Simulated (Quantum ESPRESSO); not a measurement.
**Run report: La$_{2}$O$_{3}$, single-point calculation (part 1 of 2)**

La$_{2}$O$_{3}$ (5 atoms in the cell), computed with Kohn-Sham DFT of a periodic cell, LDA, GBRV 1.5 LDA, no spin polarisation (Quantum ESPRESSO 7.5).

The structure derives from a Materials Project entry. The volume is scaled by 0.98.

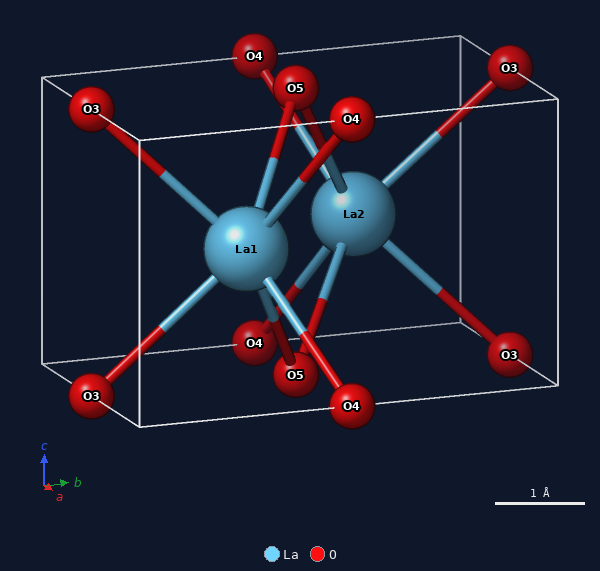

**Figure 1.** The input geometry (ball-and-stick view of the cell of the calculation, seen slightly off an axis; atoms are numbered from 1 in the order of the input).

## The input
```
&CONTROL
  calculation = 'scf'
  prefix = 'pwscf'
  outdir = './tmp'
  pseudo_dir = './pseudo'
  tprnfor = .true.
  tstress = .true.
  disk_io = 'nowf'
/
&SYSTEM
  ibrav = 0
  nat = 5
  ntyp = 2
  ecutwfc = 45
  ecutrho = 360
  nbnd = 28
  occupations = 'smearing'
  smearing = 'fd'
  degauss = 0.00367493
/
&ELECTRONS
  conv_thr = 1d-09
  electron_maxstep = 120
  mixing_beta = 0.5
/
ATOMIC_SPECIES
La   138.9055 la_lda_v1.uspp.F.UPF
O     15.9990 o_lda_v1.2.uspp.F.UPF
CELL_PARAMETERS angstrom
   6.2247200819    0.0000000000    0.0000000000
  -3.1123600409    5.3907657224    0.0000000000
   0.0000000000    0.0000000000    3.2776192522
ATOMIC_POSITIONS crystal
La     0.6666666667    0.3333333333    0.5000000000
La     0.3333333333    0.6666666667    0.5000000000
O      0.5080139900    0.0000000000    0.0000000000
O      0.0000000000    0.5080139900    0.0000000000
O      0.4919860100    0.4919860100    0.0000000000
K_POINTS automatic
5 5 8 0 0 0
```

Machine: 2 threads of Intel Xeon @ 2.90GHz (Ice Lake), 128 GiB of memory available, shared host.

Run as:
```bash
OMP_NUM_THREADS=1 mpirun -n 2 pw.x -nk 2 -in pw.in > pw.out
```

## What the program printed
```
This program is part of the open-source Quantum ESPRESSO suite
     for quantum simulation of materials; please cite
         "P. Giannozzi et al., J. Phys.:Condens. Matter 21 395502 (2009);
         "P. Giannozzi et al., J. Phys.:Condens. Matter 29 465901 (2017);
         "P. Giannozzi et al., J. Chem. Phys. 152 154105 (2020);
          URL
     in publications or presentations arising from this work. More details at

     Message from routine setup:
     using ibrav=0 with symmetry is DISCOURAGED, use correct ibrav instead

     K-points division:     npool     =       2
     Subspace diagonalization in iterative solution of the eigenvalue problem:
     a serial algorithm will be used

     G-vector sticks info
     --------------------
     sticks:   dense  smooth     PW     G-vecs:    dense   smooth      PW
     Sum        3427    1723    511                85723    30285    4917

     Using Slab Decomposition

     bravais-lattice index     =            0
     lattice parameter (alat)  =      11.7630  a.u.
     unit-cell volume          =     742.2076 (a.u.)^3
     number of atoms/cell      =            5
     number of atomic types    =            2
     number of electrons       =        40.00
     number of Kohn-Sham states=           28
     kinetic-energy cutoff     =      45.0000  Ry
     charge density cutoff     =     360.0000  Ry
     scf convergence threshold =      1.0E-09
     mixing beta               =       0.5000
     number of iterations used =            8  plain     mixing
     Exchange-correlation= SLA  PZ   NOGX NOGC
                           (   1   1   0   0   0   0   0)

     celldm(1)=  11.763016  celldm(2)=   0.000000  celldm(3)=   0.000000
     celldm(4)=   0.000000  celldm(5)=   0.000000  celldm(6)=   0.000000

     crystal axes: (cart. coord. in units of alat)
               a(1) = (   1.000000   0.000000   0.000000 )
               a(2) = (  -0.500000   0.866025   0.000000 )
               a(3) = (   0.000000   0.000000   0.526549 )

     reciprocal axes: (cart. coord. in units 2 pi/alat)
               b(1) = (  1.000000  0.577350 -0.000000 )
               b(2) = (  0.000000  1.154701  0.000000 )
               b(3) = (  0.000000 -0.000000  1.899159 )

     PseudoPot. # 1 for La read from file:
     la_lda_v1.uspp.F.UPF
     Pseudo is Ultrasoft + core correction, Zval = 11.0
     Generated by new atomic code, or converted to UPF format
     Using radial grid of  995 points,  8 beta functions with:
                l(1) =   0
                l(2) =   0
                l(3) =   1
                l(4) =   1
                l(5) =   2
                l(6) =   2
                l(7) =   3
                l(8) =   3
     Q(r) pseudized with  8 coefficients,  rinner =    1.700   1.700   1.700
                                                       1.700   1.700   1.700
                                                       1.700

     PseudoPot. # 2 for O  read from file:
     o_lda_v1.2.uspp.F.UPF
     Pseudo is Ultrasoft + core correction, Zval =  6.0
     Generated by new atomic code, or converted to UPF format
     Using radial grid of  737 points,  5 beta functions with:
                l(1) =   0
                l(2) =   0
                l(3) =   1
                l(4) =   1
                l(5) =   2
     Q(r) pseudized with  8 coefficients,  rinner =    0.900   0.900   0.900
                                                       0.900   0.900

     atomic species   valence    mass     pseudopotential
     La               11.00   138.90550     La( 1.00)
     O                 6.00    15.99900     O ( 1.00)

     12 Sym. Ops. (no inversion) found

   Cartesian axes

     site n.     atom                  positions (alat units)
         1        La     tau(   1) = (   0.5000000   0.2886751   0.2632744  )
         2        La     tau(   2) = (  -0.0000000   0.5773503   0.2632744  )
         3        O      tau(   3) = (   0.5080140   0.0000000   0.0000000  )
         4        O      tau(   4) = (  -0.2540070   0.4399530   0.0000000  )
         5        O      tau(   5) = (   0.2459930   0.4260724   0.0000000  )

     number of k points=    25  Fermi-Dirac smearing, width (Ry)=  0.0037
                       cart. coord. in units 2pi/alat
        k(    1) = (   0.0000000   0.0000000   0.0000000), wk =   0.0100000
        k(    2) = (   0.0000000   0.0000000   0.2373949), wk =   0.0200000
        k(    3) = (   0.0000000   0.0000000   0.4747897), wk =   0.0200000
        k(    4) = (   0.0000000   0.0000000   0.7121846), wk =   0.0200000
        k(    5) = (   0.0000000   0.0000000  -0.9495795), wk =   0.0100000
        k(    6) = (   0.0000000   0.2309401   0.0000000), wk =   0.0600000
        k(    7) = (   0.0000000   0.2309401   0.2373949), wk =   0.1200000
        k(    8) = (   0.0000000   0.2309401   0.4747897), wk =   0.1200000
        k(    9) = (   0.0000000   0.2309401   0.7121846), wk =   0.1200000
        k(   10) = (   0.0000000   0.2309401  -0.9495795), wk =   0.0600000
        k(   11) = (   0.0000000   0.4618802   0.0000000), wk =   0.0600000
        k(   12) = (   0.0000000   0.4618802   0.2373949), wk =   0.1200000
        k(   13) = (   0.0000000   0.4618802   0.4747897), wk =   0.1200000
        k(   14) = (   0.0000000   0.4618802   0.7121846), wk =   0.1200000
        k(   15) = (   0.0000000   0.4618802  -0.9495795), wk =   0.0600000
        k(   16) = (   0.2000000   0.3464102   0.0000000), wk =   0.0600000
        k(   17) = (   0.2000000   0.3464102   0.2373949), wk =   0.1200000
        k(   18) = (   0.2000000   0.3464102   0.4747897), wk =   0.1200000
        k(   19) = (   0.2000000   0.3464102   0.7121846), wk =   0.1200000
        k(   20) = (   0.2000000   0.3464102  -0.9495795), wk =   0.0600000
        k(   21) = (   0.2000000   0.5773503   0.0000000), wk =   0.0600000
        k(   22) = (   0.2000000   0.5773503   0.2373949), wk =   0.1200000
        k(   23) = (   0.2000000   0.5773503   0.4747897), wk =   0.1200000
        k(   24) = (   0.2000000   0.5773503   0.7121846), wk =   0.1200000
        k(   25) = (   0.2000000   0.5773503  -0.9495795), wk =   0.0600000

     Dense  grid:    85723 G-vectors     FFT dimensions: (  72,  72,  40)

     Smooth grid:    30285 G-vectors     FFT dimensions: (  54,  54,  27)

     Check: negative core charge=   -0.000002

     Initial potential from superposition of free atoms

     starting charge      39.9427, renormalised to      40.0000

     negative rho (up, down):  1.656E-01 0.000E+00
     Starting wfcs are   52 randomized atomic wfcs

     Self-consistent Calculation

     iteration #  1     ecut=    45.00 Ry     beta= 0.50
     Davidson diagonalization with overlap
     ethr =  1.00E-02,  avg # of iterations =  1.7

     negative rho (up, down):  1.635E-01 0.000E+00

     total energy              =    -301.20947325 Ry
     estimated scf accuracy    <       2.11504543 Ry

     iteration #  2     ecut=    45.00 Ry     beta= 0.50
     Davidson diagonalization with overlap
     ethr =  5.29E-03,  avg # of iterations =  4.0

     negative rho (up, down):  1.237E-01 0.000E+00

     total energy              =    -301.52798423 Ry
     estimated scf accuracy    <       2.54746226 Ry

     iteration #  3     ecut=    45.00 Ry     beta= 0.50
     Davidson diagonalization with overlap
     ethr =  5.29E-03,  avg # of iterations =  3.9

     negative rho (up, down):  1.162E-01 0.000E+00

     total energy              =    -301.98997024 Ry
     estimated scf accuracy    <       0.03419376 Ry

     iteration #  4     ecut=    45.00 Ry     beta= 0.50
     Davidson diagonalization with overlap
     ethr =  8.55E-05,  avg # of iterations = 10.7

     negative rho (up, down):  1.175E-01 0.000E+00

     total energy              =    -302.00764223 Ry
     estimated scf accuracy    <       0.07831418 Ry

     iteration #  5     ecut=    45.00 Ry     beta= 0.50
     Davidson diagonalization with overlap
     ethr =  8.55E-05,  avg # of iterations =  4.0

     negative rho (up, down):  1.232E-01 0.000E+00

     total energy              =    -302.02509400 Ry
     estimated scf accuracy    <       0.00287713 Ry

     iteration #  6     ecut=    45.00 Ry     beta= 0.50
     Davidson diagonalization with overlap
     c_bands:  1 eigenvalues not converged
     c_bands:  1 eigenvalues not converged
     ethr =  7.19E-06,  avg # of iterations = 11.8

     negative rho (up, down):  1.222E-01 0.000E+00

     total energy              =    -302.02380145 Ry
     estimated scf accuracy    <       0.00425773 Ry

     iteration #  7     ecut=    45.00 Ry     beta= 0.50
     Davidson diagonalization with overlap
     ethr =  7.19E-06,  avg # of iterations =  4.3

     negative rho (up, down):  1.220E-01 0.000E+00

     total energy              =    -302.02475586 Ry
     estimated scf accuracy    <       0.00008224 Ry

     iteration #  8     ecut=    45.00 Ry     beta= 0.50
     Davidson diagonalization with overlap
     c_bands:  2 eigenvalues not converged
     c_bands:  1 eigenvalues not converged
     ethr =  2.06E-07,  avg # of iterations =  7.8

     negative rho (up, down):  1.225E-01 0.000E+00

     total energy              =    -302.02473314 Ry
     estimated scf accuracy    <       0.00020802 Ry

     iteration #  9     ecut=    45.00 Ry     beta= 0.50
     Davidson diagonalization with overlap
     c_bands:  1 eigenvalues not converged
     ethr =  2.06E-07,  avg # of iterations =  5.0

     negative rho (up, down):  1.225E-01 0.000E+00

     total energy              =    -302.02475358 Ry
     estimated scf accuracy    <       0.00001057 Ry

     iteration # 10     ecut=    45.00 Ry     beta= 0.50
     Davidson diagonalization with overlap
     ethr =  2.64E-08,  avg # of iterations =  4.5

     negative rho (up, down):  1.225E-01 0.000E+00

     total energy              =    -302.02475855 Ry
     estimated scf accuracy    <       0.00000153 Ry

     iteration # 11     ecut=    45.00 Ry     beta= 0.50
     Davidson diagonalization with overlap
     ethr =  3.81E-09,  avg # of iterations =  2.0

     negative rho (up, down):  1.225E-01 0.000E+00

     total energy              =    -302.02475849 Ry
     estimated scf accuracy    <       0.00000051 Ry

     iteration # 12     ecut=    45.00 Ry     beta= 0.50
     Davidson diagonalization with overlap
     ethr =  1.29E-09,  avg # of iterations =  3.6

     negative rho (up, down):  1.225E-01 0.000E+00

     total energy              =    -302.02475860 Ry
     estimated scf accuracy    <          4.5E-09 Ry

     iteration # 13     ecut=    45.00 Ry     beta= 0.50
     Davidson diagonalization with overlap
     ethr =  1.13E-11,  avg # of iterations =  5.2

     negative rho (up, down):  1.225E-01 0.000E+00

     total energy              =    -302.02475861 Ry
     estimated scf accuracy    <          1.7E-09 Ry

     iteration # 14     ecut=    45.00 Ry     beta= 0.50
     Davidson diagonalization with overlap
     ethr =  4.24E-12,  avg # of iterations =  4.0

     negative rho (up, down):  1.225E-01 0.000E+00

     End of self-consistent calculation

          k = 0.0000 0.0000 0.0000 (  3793 PWs)   bands (ev):
```
